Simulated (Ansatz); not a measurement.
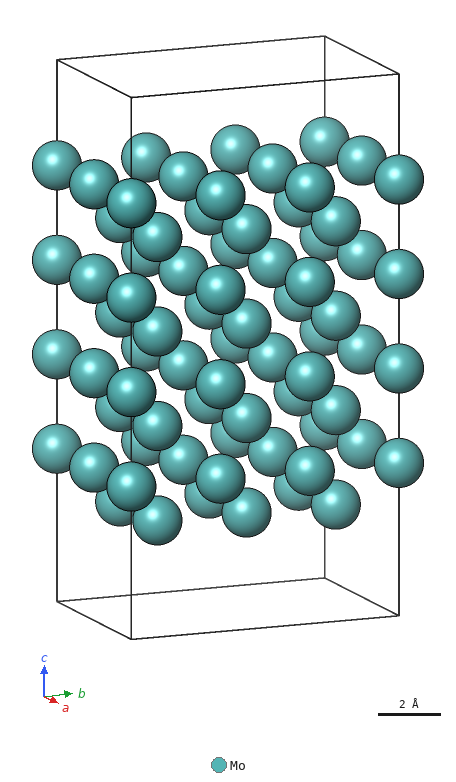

Fig. 1: The starting structure (spheres-only view of the 2 × 3 repeat of the cell, with the vacuum cut short, seen slightly off an axis).

## Geometry relaxation of Mo (part 1 of 2)

System: Mo (slab, 8 atoms in the cell).
Method: DFT PBEsol, scalar-relativistic, plane waves, PAW, no spin polarisation (Ansatz 0.2.0).

The structure derives from an entry of the Crystallography Open Database. It belongs to a series of runs on one base structure; here: (1 0 0) slab, atoms relaxed.

The input
```yaml
crystal:
  lattice:
    - [3.1293068541, 0.0, 0.0]
    - [0.0, 3.1293068541, 0.0]
    - [0.0, 0.0, 25.9525739894]
  atoms:
    - { symbol: Mo, position: [0.5, 0.5, 0.2889886762] }
    - { symbol: Mo, position: [0.0, 0.0, 0.3492776258] }
    - { symbol: Mo, position: [0.5, 0.5, 0.4095665755] }
    - { symbol: Mo, position: [0.0, 0.0, 0.4698555252] }
    - { symbol: Mo, position: [0.5, 0.5, 0.5301444748] }
    - { symbol: Mo, position: [0.0, 0.0, 0.5904334245] }
    - { symbol: Mo, position: [0.5, 0.5, 0.6507223742] }
    - { symbol: Mo, position: [0.0, 0.0, 0.7110113238] }
basis:
  ecutwfc: 420
kpoints:
  mp_grid: { grid: [11, 11, 1] }
hamiltonian:
  xc: pbesol
scf:
  occupations: { method: gaussian, width: 0.1 }
output:
  forces: true
  eigenvalues: true
  write_density: true
  write_potential: true
  elf: true
  volumetric_format: npy
relax:
  adjacent_minimum: "off"
  f_tol: 0.02
  max_steps: 60
efield:
  axis: 3
  dipole_correction: true
  ramp_width: 0.04
```

Launched with:
```bash
ansatz run input.yaml --threads 1 --pin off --max-ram 2560MiB --backend cpu --events-out ev --progress --plain --runs-dir out
```

The program's output
```
Engine: ansatz 0.2.0, x86_64-unknown-linux-gnu
Pseudopotentials: kind: paw
Pseudopotential: Mo, paw, valence charge 14, recommended cutoff 420 eV (normal), Mo.paw.azcp
Functional definition: PBEsol
  exchange = pbesol_x
  correlation = pbesol_c
Crystal: 8 atoms, lattice volume = 254.142 Å³
Basis set: ecut = 420 eV, 5007 PW (Γ), exchange–correlation on 48×48×360 points (8 copies of the dense FFT grid, shifted against one another)
Bands: 68, of which v1, the nominal top of the filled ones, is band 56 counted from 1 (55 counted from 0)
Symmetry: 8 space group operations
k-points: 21 of 121
Non-local potential: Mo, projectors of the file, l = 0: 3, l = 1: 2, l = 2: 2, l = 3: 1
PAW form: soft (Blöchl's): semilocal exchange-correlation on the pseudo side does not see the compensation charge
PAW frozen core: Mo, regenerated for the run's functional, and the local potential with it (the file was generated under x = pbe(κ = 0.804, μ = 0.2195149727645171), c = pbe(β = 0.06672455060314922))
PAW one-centre angular grid: Mo, 590 points (default); XC on 64 Gauss nodes
Initial density: superposition of atomic densities (neutral atoms: chi_scale 0, normalization atom), corrected by the library's trained network
Initial wavefunctions: pseudopotential atomic-orbital guess
Functional: x = pbesol(κ = 0.804, μ = 0.12345679012345678), c = pbesol(β = 0.046)
SCF iter   1: F=—  HF=-39175.116820 eV  |F-HF|=—  |Δ(HF+E_count)|=         —  Δρ=9.65e-3  dr2=1.97e0  ethr=1.77e-3  p=0.000 e·Å  D=1.69e-13 V/Å  ΔV_dip=-0.00 eV  dr2_dipole=3.23e-8  V_vac-E_F(+/−)=4.14/4.14 eV  ⟨swp⟩=8.1  Hψ=6582  notcnv=0
efield: sawtooth ramp at fractional position 0.9800 (placed from the atoms, in the widest stretch of the axis that holds none; the zero of the levels goes with the place), width 0.0400; the density the first Hamiltonian is built on has a dipole p = 0.000 e·Å; the dipole correction subtracts the counter field D = 1.69e-13 V/Å, which shifts the + side's vacuum level by -0.00 eV against the − side's; the planar-averaged density in the ramp window peaks in size at 1.6e-5 e/Å³
preconditioner: auto → LDOS  [metal: Δε(μ)=0.023 eV  Ē_g=3.943 eV  σ=0.100 eV  W_gap=0.13  n_scr=62 (ndim 8)  ℏωp=16.1 eV  f_vac=0.445  D(μ)=6.43/eV (n_scr^D=44)  β→1.0]
SCF iter   2: F=—  HF=-39175.061411 eV  |F-HF|=—  |Δ(HF+E_count)|=   5.54e-2  Δρ=3.28e-3  dr2=1.10e-1  ethr=1.75e-3  p=-0.000 e·Å  D=-1.06e-5 V/Å  ΔV_dip=0.00 eV  dr2_dipole=1.08e-6  V_vac-E_F(+/−)=4.05/4.05 eV  ⟨swp⟩=1.9  Hψ=1735  notcnv=0  defer=32
SCF iter   3: F=—  HF=-39175.057076 eV  |F-HF|=—  |Δ(HF+E_count)|=   4.33e-3  Δρ=9.06e-4  dr2=7.83e-3  ethr=9.80e-5  p=0.000 e·Å  D=4.31e-6 V/Å  ΔV_dip=-0.00 eV  dr2_dipole=2.14e-10  V_vac-E_F(+/−)=4.04/4.04 eV  ⟨swp⟩=2.0  Hψ=1672  notcnv=0  defer=79
SCF iter   4: F=—  HF=-39175.056999 eV  |F-HF|=—  |Δ(HF+E_count)|=   7.72e-5  Δρ=4.60e-4  dr2=1.35e-3  ethr=6.99e-6  p=0.000 e·Å  D=5.55e-7 V/Å  ΔV_dip=-0.00 eV  dr2_dipole=1.46e-9  V_vac-E_F(+/−)=4.03/4.03 eV  ⟨swp⟩=2.2  Hψ=1883  notcnv=0  defer=41
SCF iter   5: F=—  HF=-39175.056899 eV  |F-HF|=—  |Δ(HF+E_count)|=   9.98e-5  Δρ=9.82e-5  dr2=2.97e-5  ethr=1.20e-6  p=0.000 e·Å  D=3.90e-7 V/Å  ΔV_dip=-0.00 eV  dr2_dipole=9.70e-10  V_vac-E_F(+/−)=4.02/4.02 eV  ⟨swp⟩=2.6  Hψ=1867  notcnv=0  defer=26
SCF iter   6: F=—  HF=-39175.056909 eV  |F-HF|=—  |Δ(HF+E_count)|=   9.59e-6  Δρ=5.65e-5  dr2=1.46e-5  ethr=8.93e-9  p=0.000 e·Å  D=4.00e-7 V/Å  ΔV_dip=-0.00 eV  dr2_dipole=8.69e-10  V_vac-E_F(+/−)=4.02/4.02 eV  ⟨swp⟩=21.4  Hψ=15961  notcnv=0
iter 7 did not close the SCF: its close was put off until two iterations running show no level that it waits for move by more than its bar (scf_convergence_deferred on its scf_iter line)
SCF iter   7: F=-39175.056908 eV  HF=-39175.056909 eV  |F-HF|=1.62e-6  |Δ(HF+E_count)|=   5.67e-7  Δρ=1.82e-5  dr2=2.18e-6  ethr=8.93e-9  p=0.000 e·Å  D=8.07e-8 V/Å  ΔV_dip=-0.00 eV  dr2_dipole=7.09e-12  V_vac-E_F(+/−)=4.02/4.02 eV  ⟨swp⟩=14.0  Hψ=12763  notcnv=0
SCF iter   8: F=-39175.056909 eV  HF=-39175.056909 eV  |F-HF|=1.74e-8  |Δ(HF+E_count)|=   6.69e-8  Δρ=3.94e-6  dr2=6.03e-8  ethr=1.95e-9  p=0.000 e·Å  D=2.16e-8 V/Å  ΔV_dip=-0.00 eV  dr2_dipole=3.55e-11  V_vac-E_F(+/−)=4.02/4.02 eV  ⟨swp⟩=10.0  Hψ=11470  notcnv=0
SCF 1 converged in 8 iterations: F = -39175.056909 eV  dr2 = 6.03e-8
  greatest PAW one-centre occupation: 0.999 electrons in one spin orbital (limit 2), on the Mo atom at site 7 (counted from 0), in its partial waves of l = 0
relax step   1: F+E_penalty+E_count = -39175.05690924 eV  Δ(F+E_penalty+E_count) = +0.000e0 eV  max|allowed force component| = 1.688e0 eV/Å  Δτ_max = 0.0000 Å  (8 SCF iters, dr2 threshold 1.00e-5 eV, accepted)
Initial density: handed on by an earlier stage of this run
Initial wavefunctions: those handed on with the density
iter 1 solved again at ethr=7.75e-4 eV; its pass at ethr=3.10e-3 eV (dr2=8.68e-1 eV) is discarded
SCF iter   1: F=—  HF=-39175.388541 eV  |F-HF|=—  |Δ(HF+E_count)|=         —  Δρ=1.56e-2  dr2=9.38e-1  ethr=7.75e-4  p=0.000 e·Å  D=2.16e-8 V/Å  ΔV_dip=-0.00 eV  dr2_dipole=1.27e-9  V_vac-E_F(+/−)=4.10/4.10 eV  ⟨swp⟩=1.9  Hψ=5513  notcnv=0  defer=51
efield: sawtooth ramp at fractional position 0.9800 (handed on by an earlier solve), width 0.0400; the density the first Hamiltonian is built on has a dipole p = 0.000 e·Å; the dipole correction subtracts the counter field D = 2.16e-8 V/Å, which shifts the + side's vacuum level by -0.00 eV against the − side's; the planar-averaged density in the ramp window peaks in size at 4.5e-6 e/Å³
eigensolver tolerance schedule calibrated: the retry pair's looser diagonalisation under-reported the residual by θ = 0.07 (0.12/decade); ethr = c·dr2/N_el runs at the constant in force after the calibration composes with the one it found (an armed cap, an earlier calibration), c = 6.6e-2
preconditioner: auto → LDOS  [metal: Δε(μ)=0.027 eV  Ē_g=4.134 eV  σ=0.100 eV  W_gap=0.15  n_scr=62 (ndim 8)  ℏωp=16.1 eV  f_vac=0.462  D(μ)=5.35/eV (n_scr^D=16)  β→1.0]
SCF iter   2: F=—  HF=-39175.414768 eV  |F-HF|=—  |Δ(HF+E_count)|=   2.62e-2  Δρ=1.30e-2  dr2=1.38e0  ethr=5.49e-4  p=0.000 e·Å  D=1.19e-6 V/Å  ΔV_dip=-0.00 eV  dr2_dipole=3.73e-9  V_vac-E_F(+/−)=3.81/3.81 eV  ⟨swp⟩=3.1  Hψ=2675  notcnv=0  defer=52
SCF iter   3: F=—  HF=-39175.294488 eV  |F-HF|=—  |Δ(HF+E_count)|=   1.20e-1  Δρ=4.14e-3  dr2=1.24e-1  ethr=5.49e-4  p=0.000 e·Å  D=9.54e-7 V/Å  ΔV_dip=-0.00 eV  dr2_dipole=2.44e-9  V_vac-E_F(+/−)=3.97/3.97 eV  ⟨swp⟩=2.1  Hψ=2297  notcnv=0  defer=70
SCF iter   4: F=—  HF=-39175.284247 eV  |F-HF|=—  |Δ(HF+E_count)|=   1.02e-2  Δρ=6.06e-4  dr2=1.26e-3  ethr=7.26e-5  p=0.000 e·Å  D=1.10e-6 V/Å  ΔV_dip=-0.00 eV  dr2_dipole=4.60e-11  V_vac-E_F(+/−)=3.96/3.96 eV  ⟨swp⟩=2.3  Hψ=1906  notcnv=0  defer=71
SCF iter   5: F=—  HF=-39175.284110 eV  |F-HF|=—  |Δ(HF+E_count)|=   1.37e-4  Δρ=2.29e-4  dr2=3.34e-4  ethr=7.35e-7  p=0.000 e·Å  D=9.46e-7 V/Å  ΔV_dip=-0.00 eV  dr2_dipole=1.94e-10  V_vac-E_F(+/−)=3.97/3.97 eV  ⟨swp⟩=3.0  Hψ=2802  notcnv=0  defer=70
SCF iter   6: F=-39175.284130 eV  HF=-39175.284138 eV  |F-HF|=8.07e-6  |Δ(HF+E_count)|=   2.84e-5  Δρ=6.69e-5  dr2=2.54e-5  ethr=5.86e-8  p=0.000 e·Å  D=3.75e-7 V/Å  ΔV_dip=-0.00 eV  dr2_dipole=5.13e-13  V_vac-E_F(+/−)=3.97/3.97 eV  ⟨swp⟩=21.1  Hψ=15715  notcnv=0
SCF 2 converged in 6 iterations: F = -39175.284130 eV  dr2 = 2.54e-5
  greatest PAW one-centre occupation: 0.999 electrons in one spin orbital (limit 2), on the Mo atom at site 0 (counted from 0), in its partial waves of l = 0
relax step   2: F+E_penalty+E_count = -39175.28413015 eV  Δ(F+E_penalty+E_count) = -2.272e-1 eV  max|allowed force component| = 1.256e0 eV/Å  Δτ_max = 0.1948 Å  (6 SCF iters, dr2 threshold 1.00e-4 eV, accepted)
SCF iter   1: F=—  HF=-39175.566233 eV  |F-HF|=—  |Δ(HF+E_count)|=         —  Δρ=1.50e-2  dr2=4.04e0  ethr=3.10e-3  p=0.000 e·Å  D=3.75e-7 V/Å  ΔV_dip=-0.00 eV  dr2_dipole=8.81e-12  V_vac-E_F(+/−)=3.92/3.92 eV  ⟨swp⟩=4.2  Hψ=3136  notcnv=1  defer=28
efield: sawtooth ramp at fractional position 0.9800 (handed on by an earlier solve), width 0.0400; the density the first Hamiltonian is built on has a dipole p = 0.000 e·Å; the dipole correction subtracts the counter field D = 3.75e-7 V/Å, which shifts the + side's vacuum level by -0.00 eV against the − side's; the planar-averaged density in the ramp window peaks in size at 3.0e-6 e/Å³
preconditioner: auto → LDOS  [metal: Δε(μ)=0.034 eV  Ē_g=4.145 eV  σ=0.100 eV  W_gap=0.19  n_scr=62 (ndim 8)  ℏωp=16.1 eV  f_vac=0.465  D(μ)=5.94/eV (n_scr^D=28)  β→1.0]
SCF iter   2: F=—  HF=-39175.460127 eV  |F-HF|=—  |Δ(HF+E_count)|=   1.06e-1  Δρ=5.18e-3  dr2=1.61e-1  ethr=3.10e-3  p=-0.000 e·Å  D=-7.72e-7 V/Å  ΔV_dip=0.00 eV  dr2_dipole=6.42e-11  V_vac-E_F(+/−)=3.76/3.76 eV  ⟨swp⟩=1.9  Hψ=1781  notcnv=0  defer=58
SCF iter   3: F=—  HF=-39175.437357 eV  |F-HF|=—  |Δ(HF+E_count)|=   2.28e-2  Δρ=2.93e-3  dr2=6.77e-2  ethr=1.44e-4  p=0.000 e·Å  D=2.51e-7 V/Å  ΔV_dip=-0.00 eV  dr2_dipole=3.16e-11  V_vac-E_F(+/−)=3.94/3.94 eV  ⟨swp⟩=2.8  Hψ=2666  notcnv=0  defer=64
SCF iter   4: F=—  HF=-39175.430528 eV  |F-HF|=—  |Δ(HF+E_count)|=   6.83e-3  Δρ=8.23e-4  dr2=3.51e-3  ethr=6.04e-5  p=-0.000 e·Å  D=-1.48e-7 V/Å  ΔV_dip=0.00 eV  dr2_dipole=9.12e-12  V_vac-E_F(+/−)=3.91/3.91 eV  ⟨swp⟩=2.0  Hψ=1865  notcnv=0  defer=58
SCF iter   5: F=—  HF=-39175.429962 eV  |F-HF|=—  |Δ(HF+E_count)|=   5.66e-4  Δρ=1.75e-4  dr2=1.01e-4  ethr=3.13e-6  p=-0.000 e·Å  D=-1.69e-7 V/Å  ΔV_dip=0.00 eV  dr2_dipole=3.71e-12  V_vac-E_F(+/−)=3.92/3.92 eV  ⟨swp⟩=3.3  Hψ=2571  notcnv=0  defer=59
SCF iter   6: F=-39175.429963 eV  HF=-39175.429980 eV  |F-HF|=1.70e-5  |Δ(HF+E_count)|=   1.74e-5  Δρ=6.77e-5  dr2=2.89e-5  ethr=8.80e-8  p=-0.000 e·Å  D=-9.65e-8 V/Å  ΔV_dip=0.00 eV  dr2_dipole=6.04e-12  V_vac-E_F(+/−)=3.92/3.92 eV  ⟨swp⟩=20.1  Hψ=15820  notcnv=0
SCF 3 converged in 6 iterations: F = -39175.429963 eV  dr2 = 2.89e-5
relax step   3: F+E_penalty+E_count = -39175.42996270 eV  Δ(F+E_penalty+E_count) = -1.458e-1 eV  max|allowed force component| = 3.295e-1 eV/Å  Δτ_max = 0.1165 Å  (6 SCF iters, dr2 threshold 9.85e-5 eV, accepted)
iter 1 solved again at ethr=9.69e-4 eV; its pass at ethr=3.10e-3 eV (dr2=1.09e0 eV) is discarded
SCF iter   1: F=—  HF=-39175.497356 eV  |F-HF|=—  |Δ(HF+E_count)|=         —  Δρ=8.53e-3  dr2=1.06e0  ethr=9.69e-4  p=-0.000 e·Å  D=-9.65e-8 V/Å  ΔV_dip=0.00 eV  dr2_dipole=6.22e-12  V_vac-E_F(+/−)=3.96/3.96 eV  ⟨swp⟩=1.0  Hψ=4271  notcnv=0  defer=69
efield: sawtooth ramp at fractional position 0.9800 (handed on by an earlier solve), width 0.0400; the density the first Hamiltonian is built on has a dipole p = -0.000 e·Å; the dipole correction subtracts the counter field D = -9.65e-8 V/Å, which shifts the + side's vacuum level by +0.00 eV against the − side's; the planar-averaged density in the ramp window peaks in size at 1.4e-6 e/Å³
preconditioner: auto → LDOS  [metal: Δε(μ)=0.050 eV  Ē_g=4.093 eV  σ=0.100 eV  W_gap=0.27  n_scr=62 (ndim 8)  ℏωp=16.1 eV  f_vac=0.460  D(μ)=5.30/eV (n_scr^D=16)  β→1.0]
SCF iter   2: F=—  HF=-39175.493893 eV  |F-HF|=—  |Δ(HF+E_count)|=   3.46e-3  Δρ=7.38e-3  dr2=5.45e-1  ethr=9.48e-4  p=0.000 e·Å  D=1.68e-7 V/Å  ΔV_dip=-0.00 eV  dr2_dipole=8.91e-13  V_vac-E_F(+/−)=4.04/4.04 eV  ⟨swp⟩=2.2  Hψ=1886  notcnv=0  defer=69
SCF iter   3: F=—  HF=-39175.469025 eV  |F-HF|=—  |Δ(HF+E_count)|=   2.49e-2  Δρ=4.41e-3  dr2=1.71e-1  ethr=4.86e-4  p=0.000 e·Å  D=9.71e-8 V/Å  ΔV_dip=-0.00 eV  dr2_dipole=3.80e-11  V_vac-E_F(+/−)=3.93/3.93 eV  ⟨swp⟩=2.2  Hψ=1947  notcnv=0  defer=69
SCF iter   4: F=—  HF=-39175.457247 eV  |F-HF|=—  |Δ(HF+E_count)|=   1.18e-2  Δρ=8.28e-4  dr2=7.28e-3  ethr=1.53e-4  p=0.000 e·Å  D=3.74e-7 V/Å  ΔV_dip=-0.00 eV  dr2_dipole=1.74e-11  V_vac-E_F(+/−)=3.93/3.93 eV  ⟨swp⟩=2.0  Hψ=1799  notcnv=0  defer=69
SCF iter   5: F=—  HF=-39175.456325 eV  |F-HF|=—  |Δ(HF+E_count)|=   9.22e-4  Δρ=3.26e-4  dr2=7.74e-4  ethr=6.50e-6  p=0.000 e·Å  D=1.99e-7 V/Å  ΔV_dip=-0.00 eV  dr2_dipole=1.37e-10  V_vac-E_F(+/−)=3.94/3.94 eV  ⟨swp⟩=2.0  Hψ=1945  notcnv=0  defer=68
SCF iter   6: F=—  HF=-39175.456268 eV  |F-HF|=—  |Δ(HF+E_count)|=   5.72e-5  Δρ=4.02e-5  dr2=1.98e-5  ethr=6.91e-7  p=-0.000 e·Å  D=-3.41e-8 V/Å  ΔV_dip=0.00 eV  dr2_dipole=1.71e-11  V_vac-E_F(+/−)=3.93/3.93 eV  ⟨swp⟩=2.0  Hψ=1892  notcnv=0  defer=68
iter 7 did not close the SCF: its close was put off until two iterations running show no level that it waits for move by more than its bar (scf_convergence_deferred on its scf_iter line)
SCF iter   7: F=-39175.456267 eV  HF=-39175.456267 eV  |F-HF|=6.40e-8  |Δ(HF+E_count)|=   1.13e-6  Δρ=1.14e-5  dr2=4.00e-7  ethr=6.68e-9  p=0.000 e·Å  D=1.05e-8 V/Å  ΔV_dip=-0.00 eV  dr2_dipole=2.11e-13  V_vac-E_F(+/−)=3.93/3.93 eV  ⟨swp⟩=21.4  Hψ=14326  notcnv=0
SCF iter   8: F=-39175.456267 eV  HF=-39175.456267 eV  |F-HF|=8.47e-9  |Δ(HF+E_count)|=   2.40e-7  Δρ=2.73e-6  dr2=4.76e-8  ethr=3.57e-10  p=-0.000 e·Å  D=-1.39e-8 V/Å  ΔV_dip=0.00 eV  dr2_dipole=4.49e-14  V_vac-E_F(+/−)=3.93/3.93 eV  ⟨swp⟩=9.8  Hψ=11263  notcnv=0
SCF 4 converged in 8 iterations: F = -39175.456267 eV  dr2 = 4.76e-8
relax step   4: F+E_penalty+E_count = -39175.45626708 eV  Δ(F+E_penalty+E_count) = -2.630e-2 eV  max|allowed force component| = 2.831e-2 eV/Å  Δτ_max = 0.0547 Å  (8 SCF iters, dr2 threshold 7.48e-6 eV, accepted)
SCF iter   1: F=—  HF=-39175.456218 eV  |F-HF|=—  |Δ(HF+E_count)|=         —  Δρ=1.95e-4  dr2=1.89e-4  ethr=9.53e-6  p=-0.000 e·Å  D=-1.39e-8 V/Å  ΔV_dip=0.00 eV  dr2_dipole=2.84e-13  V_vac-E_F(+/−)=3.93/3.93 eV  ⟨swp⟩=1.6  Hψ=1867  notcnv=0
efield: sawtooth ramp at fractional position 0.9800 (handed on by an earlier solve), width 0.0400; the density the first Hamiltonian is built on has a dipole p = -0.000 e·Å; the dipole correction subtracts the counter field D = -1.39e-8 V/Å, which shifts the + side's vacuum level by +0.00 eV against the − side's; the planar-averaged density in the ramp window peaks in size at 1.6e-6 e/Å³
preconditioner: auto → LDOS  [metal: Δε(μ)=0.037 eV  Ē_g=4.093 eV  σ=0.100 eV  W_gap=0.21  n_scr=62 (ndim 8)  ℏωp=16.1 eV  f_vac=0.460  D(μ)=5.01/eV (n_scr^D=14)  β→1.0]
SCF iter   2: F=—  HF=-39175.456216 eV  |F-HF|=—  |Δ(HF+E_count)|=   2.11e-6  Δρ=7.58e-5  dr2=7.16e-5  ethr=1.69e-7  p=0.000 e·Å  D=2.63e-9 V/Å  ΔV_dip=-0.00 eV  dr2_dipole=1.30e-12  V_vac-E_F(+/−)=3.93/3.93 eV  ⟨swp⟩=2.0  Hψ=2128  notcnv=0
SCF iter   3: F=—  HF=-39175.456353 eV  |F-HF|=—  |Δ(HF+E_count)|=   1.37e-4  Δρ=3.63e-5  dr2=1.13e-5  ethr=6.40e-8  p=-0.000 e·Å  D=-6.36e-9 V/Å  ΔV_dip=0.00 eV  dr2_dipole=4.17e-13  V_vac-E_F(+/−)=3.93/3.93 eV  ⟨swp⟩=2.0  Hψ=1800  notcnv=0
SCF iter   4: F=—  HF=-39175.456352 eV  |F-HF|=—  |Δ(HF+E_count)|=   6.59e-7  Δρ=1.53e-5  dr2=2.12e-6  ethr=1.01e-8  p=0.000 e·Å  D=1.11e-9 V/Å  ΔV_dip=-0.00 eV  dr2_dipole=6.30e-13  V_vac-E_F(+/−)=3.93/3.93 eV  ⟨swp⟩=2.8  Hψ=1882  notcnv=0
SCF iter   5: F=-39175.456352 eV  HF=-39175.456352 eV  |F-HF|=1.87e-8  |Δ(HF+E_count)|=   1.61e-7  Δρ=2.73e-6  dr2=3.92e-8  ethr=8.93e-11  p=-0.000 e·Å  D=-3.83e-10 V/Å  ΔV_dip=0.00 eV  dr2_dipole=9.70e-14  V_vac-E_F(+/−)=3.93/3.93 eV  ⟨swp⟩=14.8  Hψ=12512  notcnv=0
SCF 5 converged in 5 iterations: F = -39175.456352 eV  dr2 = 3.92e-8
relax step   5: F+E_penalty+E_count = -39175.45635222 eV  Δ(F+E_penalty+E_count) = -8.514e-5 eV  max|allowed force component| = 5.473e-3 eV/Å  Δτ_max = 0.0022 Å  (5 SCF iters, accepted)
```

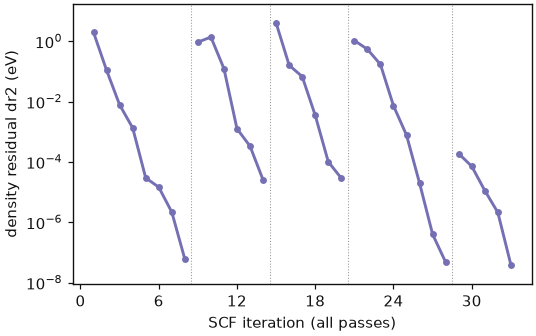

Fig. 2: Convergence of the self-consistent field: density residual dr2 against the SCF iteration. The dotted lines part the SCF passes of the relaxation: geometry steps, rejected trials and re-solves on a re-selected basis. The 5 passes take 5 to 8 iterations each, 33 in all.

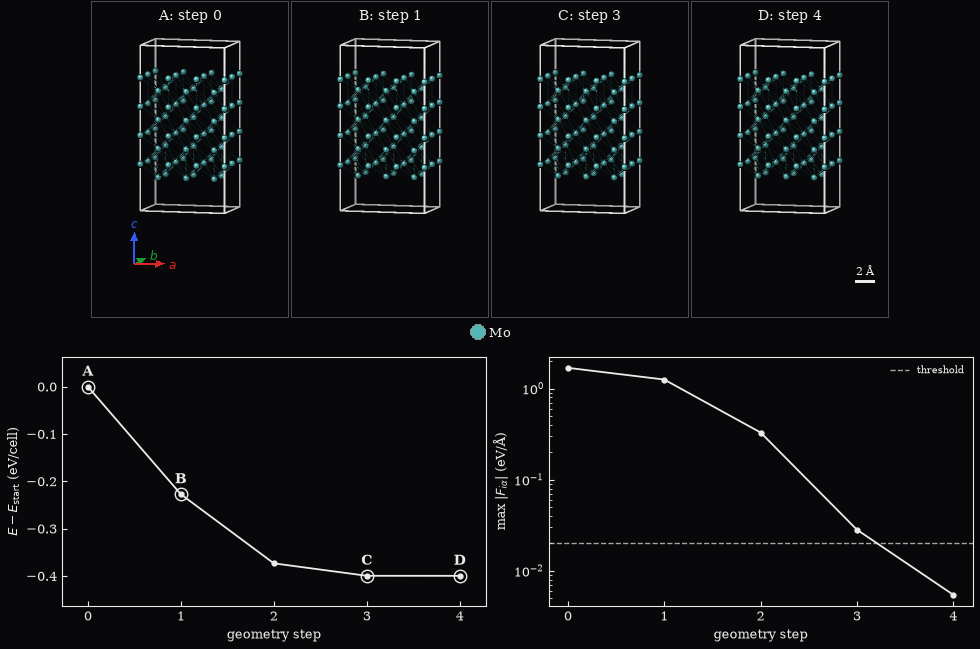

Fig. 3: Frames of the relaxation (ball-and-stick view of the 3 × 2 repeat of the cell, with the vacuum cut short, seen slightly off an axis) above the curves, on which the letters mark them (the first geometry is step 0 here and step 1 in the log).
